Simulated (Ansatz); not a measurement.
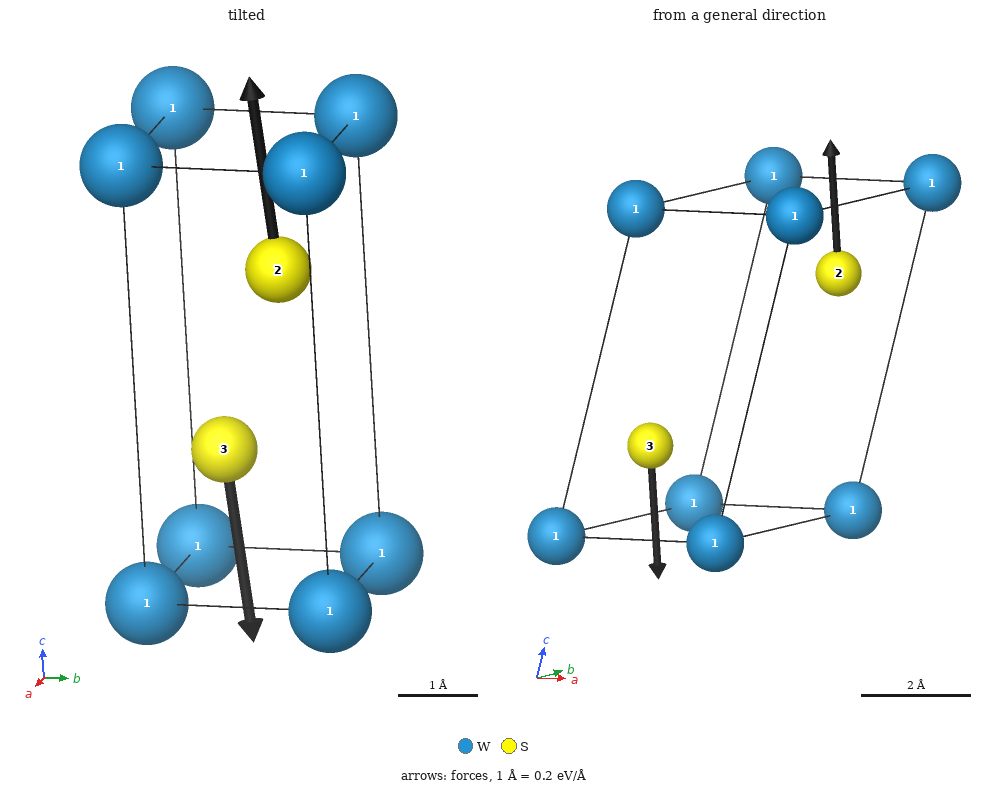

Crystal structure, spheres-only style, seen slightly off an axis and from a general direction. The cell (the run's own, in a reduced setting) is outlined; an atom on or near a face, edge or corner is repeated at each equivalent position. The arrows are the computed forces on the atoms.

System: WS₂. Run with DFT, HSE06, plane waves, PAW in Ansatz 0.2.0 and these settings: 420 eV cutoff, k-points about 0.57 Å⁻¹ apart, Fermi-Dirac smearing of 0.02 eV, no spin polarisation.

Q: Is the structure at a minimum of the energy?

A: No. The atoms still feel forces of up to about 0.43 eV/Å, far above a usual threshold of 0.01 to 0.03 eV/Å.

Q: Which atom is furthest from force balance?

A: S2 and S3, about 0.43 eV/Å.

The initial geometry was a structure type filled with these elements by a generator (whether the compound takes this form wasn't checked). Earlier steps of the study may have refined or changed the cell and positions. It went into a calculation with Ansatz.
